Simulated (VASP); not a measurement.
## Geometry relaxation, with input and output: HfO2 (part 3 of 5)

HfO2 (12 atoms in the cell); Kohn-Sham DFT of a periodic cell, BLYP with D4, VASP PAW PBE potentials, recommended, no spin polarisation (VASP 6.6.1); cutoff 600 eV, 5×5×5 k-mesh, fermi-dirac of 0.05 eV. The structure derives from an entry of the Crystallography Open Database.

Geometry of the input (Å; fractional positions):
```
5.1180  0.0000  0.0000
0.0000  5.1857  0.0000
-0.8587  0.0000  5.2139
Hf 0.2755  0.4603  0.7080
Hf 0.7245  0.9603  0.7920
Hf 0.7245  0.5397  0.2920
Hf 0.2755  0.0397  0.2080
O  0.0742  0.1684  0.8467
O  0.9258  0.6684  0.6533
O  0.9258  0.8316  0.1533
O  0.0742  0.3316  0.3467
O  0.4487  0.7419  0.9801
O  0.5513  0.2419  0.5199
O  0.5513  0.2581  0.0199
O  0.4487  0.7581  0.4801
```

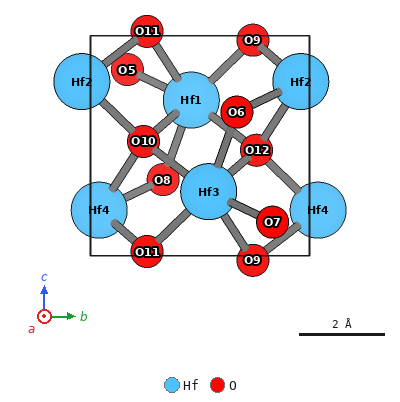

*The structure as given in the input (ball-and-stick view of the cell of the calculation, along the a axis; atoms are numbered from 1 in the order of the input).*

**Parts of OUTCAR, continued**
```
  FREE ENERGIE OF THE ION-ELECTRON SYSTEM (eV)
  ---------------------------------------------------
  free  energy   TOTEN  =      -120.9259873038 eV

  energy  without entropy=     -120.9259873038  energy(sigma->0) =     -120.92598730

--------------------------------------- Ionic step        3  -------------------------------------------

 number of electron      88.0000001 magnetization

------------------------ aborting loop because EDIFF is reached ----------------------------------------

  DFT-D4 for vdW energy calculation

  Edisp (eV):   -4.09686

  FORCE on cell =-STRESS in cart. coord.  units (eV):
  Direction    XX          YY          ZZ          XY          YZ          ZX
  --------------------------------------------------------------------------------------
  -------------------------------------------------------------------------------------
  Total      -0.82539    -0.93596    -0.00793     0.00000     0.00000    -0.09366
  in kB      -9.40652   -10.66655    -0.09042     0.00000     0.00000    -1.06741
  external pressure =       -6.72 kB  Pullay stress =        0.00 kB

 VOLUME and BASIS-vectors are now :
 -----------------------------------------------------------------------------
  energy-cutoff  :      600.00
  volume of cell :      140.59
      direct lattice vectors                 reciprocal lattice vectors
     5.145693078  0.000000000  0.004904945     0.194306987  0.000000000  0.031781007
     0.000000000  5.205537054  0.000000000     0.000000000  0.192103137  0.000000000
    -0.858312346  0.000000000  5.247665294    -0.000181617  0.000000000  0.190531229

 POSITION                                       TOTAL-FORCE (eV/Angst)
 -----------------------------------------------------------------------------------
      0.81248      2.39727      3.71827        -0.126061     -0.063824     -0.036998
      3.04575      5.00004      4.15813         0.126061     -0.063824      0.036998
      3.47490      2.80827      1.53430         0.126061      0.063824      0.036998
      1.24164      0.20550      1.09444        -0.126061      0.063824     -0.036998
     -0.35445      0.87326      4.43960        -0.179551     -0.038975     -0.080925
      4.21267      3.47603      3.43680         0.179551     -0.038975      0.080925
      4.64183      4.33228      0.81297         0.179551      0.038975      0.080925
      0.07471      1.72951      1.81577        -0.179551      0.038975     -0.080925
      1.46367      3.86255      5.14344        -0.036526      0.029301     -0.065833
      2.39455      1.25978      2.73296         0.036526      0.029301      0.065833
      2.82371      1.34299      0.10913         0.036526     -0.029301      0.065833
      1.89283      3.94576      2.51961        -0.036526     -0.029301     -0.065833
 -----------------------------------------------------------------------------------
    total drift:                                0.000000     -0.000000      0.000000

  FREE ENERGIE OF THE ION-ELECTRON SYSTEM (eV)
  ---------------------------------------------------
  free  energy   TOTEN  =      -120.9823041743 eV

  energy  without entropy=     -120.9823041742  energy(sigma->0) =     -120.98230417

[... ionic steps 4 to 23 ...]

--------------------------------------- Ionic step       24  -------------------------------------------

 number of electron      88.0000016 magnetization

------------------------ aborting loop because EDIFF is reached ----------------------------------------

  DFT-D4 for vdW energy calculation

  Edisp (eV):   -4.10218

  FORCE on cell =-STRESS in cart. coord.  units (eV):
  Direction    XX          YY          ZZ          XY          YZ          ZX
  --------------------------------------------------------------------------------------
  -------------------------------------------------------------------------------------
  Total      -0.06885    -0.13443    -0.03325     0.00000     0.00000    -0.00614
  in kB      -0.78515    -1.53299    -0.37917     0.00000     0.00000    -0.07007
  external pressure =       -0.90 kB  Pullay stress =        0.00 kB

 VOLUME and BASIS-vectors are now :
 -----------------------------------------------------------------------------
  energy-cutoff  :      600.00
  volume of cell :      140.50
      direct lattice vectors                 reciprocal lattice vectors
     5.143662939  0.000000000 -0.004508846     0.194442083  0.000000000  0.032056093
     0.000000000  5.191010017  0.000000000     0.000000000  0.192640738  0.000000000
    -0.867608547  0.000000000  5.262637935     0.000166591  0.000000000  0.190046237

 POSITION                                       TOTAL-FORCE (eV/Angst)
 -----------------------------------------------------------------------------------
      0.80107      2.38284      3.72681         0.015165     -0.008598     -0.004345
      3.04118      4.97835      4.16264        -0.015165     -0.008598      0.004345
      3.47498      2.80817      1.53132        -0.015165      0.008598      0.004345
      1.23488      0.21266      1.09549         0.015165      0.008598     -0.004345
     -0.38840      0.89200      4.46272        -0.001225      0.003481      0.002129
      4.23065      3.48750      3.42673         0.001225      0.003481     -0.002129
      4.66445      4.29901      0.79541         0.001225     -0.003481     -0.002129
      0.04541      1.70351      1.83140        -0.001225     -0.003481      0.002129
      1.45891      3.85646      5.13662        -0.004614      0.006488      0.010040
      2.38334      1.26095      2.75283         0.004614      0.006488     -0.010040
      2.81714      1.33455      0.12151         0.004614     -0.006488     -0.010040
      1.89272      3.93006      2.50530        -0.004614     -0.006488      0.010040
 -----------------------------------------------------------------------------------
    total drift:                                0.000000     -0.000000      0.000000

  FREE ENERGIE OF THE ION-ELECTRON SYSTEM (eV)
  ---------------------------------------------------
  free  energy   TOTEN  =      -120.9939800671 eV

  energy  without entropy=     -120.9939800671  energy(sigma->0) =     -120.99398007

--------------------------------------- Ionic step       25  -------------------------------------------

 number of electron      88.0000017 magnetization

------------------------ aborting loop because EDIFF is reached ----------------------------------------

  DFT-D4 for vdW energy calculation

  Edisp (eV):   -4.10372

  FORCE on cell =-STRESS in cart. coord.  units (eV):
  Direction    XX          YY          ZZ          XY          YZ          ZX
  --------------------------------------------------------------------------------------
  -------------------------------------------------------------------------------------
  Total      -0.00425    -0.03026     0.03190     0.00000     0.00000     0.00461
  in kB      -0.04847    -0.34515     0.36394     0.00000     0.00000     0.05261
  external pressure =       -0.01 kB  Pullay stress =        0.00 kB

 VOLUME and BASIS-vectors are now :
 -----------------------------------------------------------------------------
  energy-cutoff  :      600.00
  volume of cell :      140.45
      direct lattice vectors                 reciprocal lattice vectors
     5.143473686  0.000000000 -0.005217608     0.194453681  0.000000000  0.032081886
     0.000000000  5.189410148  0.000000000     0.000000000  0.192700128  0.000000000
    -0.868301261  0.000000000  5.262919205     0.000192780  0.000000000  0.190040423

 POSITION                                       TOTAL-FORCE (eV/Angst)
 -----------------------------------------------------------------------------------
      0.80082      2.38172      3.72651         0.009648     -0.003486     -0.001637
      3.04020      4.97643      4.16265        -0.009648     -0.003486      0.001637
      3.47436      2.80769      1.53119        -0.009648      0.003486      0.001637
      1.23497      0.21298      1.09505         0.009648      0.003486     -0.001637
     -0.38960      0.89296      4.46395        -0.003905      0.000810      0.000367
      4.23062      3.48767      3.42521         0.003905      0.000810     -0.000367
      4.66477      4.29645      0.79375         0.003905     -0.000810     -0.000367
      0.04455      1.70174      1.83249        -0.003905     -0.000810      0.000367
      1.45773      3.85546      5.13674        -0.002723      0.004900      0.009149
      2.38329      1.26075      2.75242         0.002723      0.004900     -0.009149
      2.81744      1.33395      0.12096         0.002723     -0.004900     -0.009149
      1.89188      3.92866      2.50529        -0.002723     -0.004900      0.009149
 -----------------------------------------------------------------------------------
    total drift:                                0.000000     -0.000000      0.000000

  FREE ENERGIE OF THE ION-ELECTRON SYSTEM (eV)
  ---------------------------------------------------
  free  energy   TOTEN  =      -120.9940733049 eV

  energy  without entropy=     -120.9940733049  energy(sigma->0) =     -120.99407330

--------------------------------------- Ionic step       26  -------------------------------------------

 number of electron      88.0000017 magnetization

 Free energy of the ion-electron system (eV)
  ---------------------------------------------------
  ext. energy  EPLUGINS =         0.00000000
  ---------------------------------------------------
  free energy    TOTEN  =      -116.88915453 eV

  energy without entropy =     -116.88915453  energy(sigma->0) =     -116.88915453

 E-fermi :   4.4579     XC(G=0): -10.8340     alpha+bet :-11.8677

 val. band max:        3.3569215988   @ k =   0.0000   0.0000   0.0000
 cond. band min:       7.4845242778   @ k =   0.4000   0.0000   0.0000
 fundamental gap:      4.1276026790
 Fermi energy:         4.4579124396

 k-point     1 :       0.0000    0.0000    0.0000
  band No.  band energies     occupation
      1     -26.1502      2.00000
      2     -26.1234      2.00000
      3     -26.0938      2.00000
      4     -25.9250      2.00000
      5     -25.8586      2.00000
      6     -25.8223      2.00000
      7     -25.8052      2.00000
      8     -25.7621      2.00000
      9     -25.7418      2.00000
     10     -25.7367      2.00000
     11     -25.6823      2.00000
     12     -25.6381      2.00000
     13     -14.5614      2.00000
     14     -13.2601      2.00000
     15     -13.1279      2.00000
     16     -13.0680      2.00000
     17     -12.6132      2.00000
     18     -12.5747      2.00000
     19     -12.4833      2.00000
     20     -12.4042      2.00000
     21      -1.9947      2.00000
     22      -1.8908      2.00000
     23      -1.3821      2.00000
     24      -1.1942      2.00000
     25      -1.0829      2.00000
     26      -0.7574      2.00000
     27       0.0198      2.00000
     28       0.2741      2.00000
     29       0.4849      2.00000
     30       0.6343      2.00000
     31       0.6703      2.00000
     32       0.7849      2.00000
     33       1.3156      2.00000
     34       1.4613      2.00000
     35       1.4881      2.00000
     36       1.5326      2.00000
     37       1.7142      2.00000
     38       2.1918      2.00000
     39       2.2195      2.00000
     40       2.3753      2.00000
     41       2.7866      2.00000
     42       2.8177      2.00000
     43       3.1196      2.00000
     44       3.3569      2.00000
     45       7.8820      0.00000
     46       8.3424      0.00000
     47       8.4693      0.00000
     48       8.8162      0.00000
     49       8.9842      0.00000
     50       9.1678      0.00000
     51       9.4921      0.00000
     52       9.6254      0.00000

 k-point     2 :       0.2000    0.0000    0.0000
  band No.  band energies     occupation
      1     -26.1190      2.00000
      2     -26.1124      2.00000
      3     -26.0673      2.00000
      4     -25.9366      2.00000
      5     -25.8549      2.00000
      6     -25.8166      2.00000
      7     -25.8159      2.00000
      8     -25.7875      2.00000
      9     -25.7441      2.00000
     10     -25.7386      2.00000
     11     -25.6903      2.00000
     12     -25.6682      2.00000
     13     -14.4115      2.00000
     14     -13.2050      2.00000
     15     -13.1421      2.00000
     16     -13.0888      2.00000
     17     -12.6695      2.00000
     18     -12.5972      2.00000
     19     -12.5317      2.00000
     20     -12.4550      2.00000
     21      -1.8901      2.00000
     22      -1.7154      2.00000
     23      -1.5813      2.00000
     24      -1.1263      2.00000
     25      -1.0594      2.00000
     26      -0.4904      2.00000
     27      -0.0305      2.00000
     28       0.0132      2.00000
     29       0.3615      2.00000
     30       0.4045      2.00000
     31       0.7471      2.00000
     32       1.0122      2.00000
     33       1.0174      2.00000
     34       1.3827      2.00000
     35       1.7124      2.00000
     36       1.7744      2.00000
     37       1.9439      2.00000
     38       2.0037      2.00000
     39       2.2332      2.00000
     40       2.4100      2.00000
     41       2.7132      2.00000
     42       2.7921      2.00000
     43       2.8249      2.00000
     44       3.3314      2.00000
     45       7.9094      0.00000
     46       8.0584      0.00000
     47       8.4086      0.00000
     48       8.7117      0.00000
     49       9.1488      0.00000
     50       9.2814      0.00000
     51       9.4361      0.00000
     52       9.6685      0.00000

 k-point     3 :       0.4000    0.0000    0.0000
  band No.  band energies     occupation
      1     -26.1090      2.00000
      2     -26.0166      2.00000
      3     -26.0026      2.00000
      4     -25.9641      2.00000
      5     -25.8907      2.00000
      6     -25.8436      2.00000
      7     -25.8368      2.00000
      8     -25.8040      2.00000
      9     -25.7461      2.00000
     10     -25.7404      2.00000
     11     -25.7128      2.00000
     12     -25.7044      2.00000
     13     -14.0704      2.00000
     14     -13.1614      2.00000
     15     -13.1196      2.00000
     16     -13.1188      2.00000
     17     -13.0341      2.00000
     18     -12.5678      2.00000
     19     -12.5595      2.00000
     20     -12.4803      2.00000
     21      -2.0329      2.00000
     22      -1.5335      2.00000
     23      -1.0418      2.00000
     24      -0.9842      2.00000
     25      -0.8982      2.00000
     26      -0.8357      2.00000
     27      -0.1553      2.00000
     28      -0.1039      2.00000
     29       0.1427      2.00000
     30       0.4843      2.00000
     31       0.6695      2.00000
     32       1.0809      2.00000
     33       1.1019      2.00000
     34       1.2313      2.00000
     35       1.6460      2.00000
     36       1.8332      2.00000
     37       1.9612      2.00000
     38       1.9861      2.00000
     39       2.0285      2.00000
     40       2.4871      2.00000
     41       2.6126      2.00000
     42       2.7724      2.00000
     43       2.8598      2.00000
     44       3.2872      2.00000
     45       7.4845      0.00000
     46       8.3806      0.00000
     47       8.4495      0.00000
     48       8.4692      0.00000
     49       9.1258      0.00000
     50       9.2785      0.00000
     51       9.2957      0.00000
     52       9.6829      0.00000

 k-point     4 :       0.0000    0.2000    0.0000
  band No.  band energies     occupation
      1     -26.1272      2.00000
      2     -26.1052      2.00000
      3     -26.0602      2.00000
      4     -25.9281      2.00000
      5     -25.8792      2.00000
      6     -25.8244      2.00000
      7     -25.8220      2.00000
      8     -25.7825      2.00000
      9     -25.7466      2.00000
     10     -25.7208      2.00000
     11     -25.7112      2.00000
     12     -25.6428      2.00000
     13     -14.4035      2.00000
     14     -13.2579      2.00000
     15     -13.0858      2.00000
     16     -13.0545      2.00000
     17     -12.7491      2.00000
     18     -12.5932      2.00000
     19     -12.5170      2.00000
     20     -12.4606      2.00000
     21      -1.8059      2.00000
     22      -1.6422      2.00000
     23      -1.6026      2.00000
     24      -1.1138      2.00000
     25      -0.7984      2.00000
     26      -0.6883      2.00000
     27      -0.1081      2.00000
     28      -0.0131      2.00000
     29       0.1702      2.00000
     30       0.5432      2.00000
     31       0.7896      2.00000
     32       0.9333      2.00000
     33       1.2190      2.00000
     34       1.4316      2.00000
     35       1.5800      2.00000
     36       1.7083      2.00000
     37       1.7731      2.00000
     38       2.2488      2.00000
     39       2.3036      2.00000
     40       2.3375      2.00000
     41       2.4642      2.00000
     42       2.6169      2.00000
     43       3.0723      2.00000
     44       3.2299      2.00000
     45       8.1743      0.00000
     46       8.3735      0.00000
     47       8.5780      0.00000
     48       8.5871      0.00000
```
